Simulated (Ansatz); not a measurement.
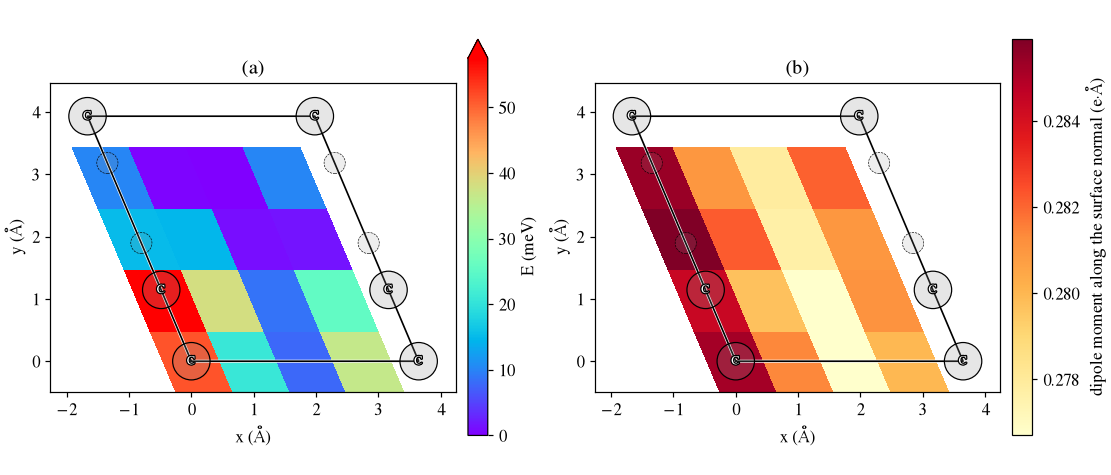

CO on a C(110) slab cut from the R-3m phase, its upper half relaxed before the scan (40 atoms of substrate and one adsorbate in a 2 × 2 cell). 
- CO (O end down) is moved over the surface cell at a fixed height above a rigid substrate; the origin of the map has the adsorbate above C33; the height is held at 3.00 Å.
- Places are given modulo a cell vector. The map is drawn in real space over the plane of the surface.
- Grid: 4 × 4 points.
- Places are given in fractions of the 1 × 1 surface cell.
- All energies are given in meV relative to the lowest grid point.
- At a fixed height the lowest place need not be the adsorption site.
- All numbers below come from DFT PBE+D3(BJ), scalar-relativistic, plane waves, PAW in Ansatz 0.2.0. Settings: cutoff 420 eV, k-mesh 4×4×1, gaussian smearing 0.05 eV, no spin polarisation.

Panel (a) is the energy and panel (b) the computed dipole moment along the surface normal on the same grid.

Drawn: one coloured cell a grid point, labelled circles for the atoms of the top layer and small ones for the second layer, the outline of one cell of the plane, one colour for all values above the top of the scale.

Q: How does the dipole moment along the surface normal vary over the map, and what is it at the lowest grid point?

A: It runs from 0.28 e·Å at (2/4, 0/4) of the cell vectors to 0.29 e·Å at (0/4, 2/4) of the cell vectors. At the lowest grid point, (2/4, 3/4) of the cell vectors, it is 0.28 e·Å.

| second ↓, first → | 0/4 | 1/4 | 2/4 | 3/4 |
| --- | --- | --- | --- | --- |
| 3/4 | 0.29 | 0.28 | 0.28 | 0.28 |
| 2/4 | 0.29 | 0.28 | 0.28 | 0.28 |
| 1/4 | 0.28 | 0.28 | 0.28 | 0.28 |
| 0/4 | 0.29 | 0.28 | 0.28 | 0.28 |

PAW datasets: the set soft_1.
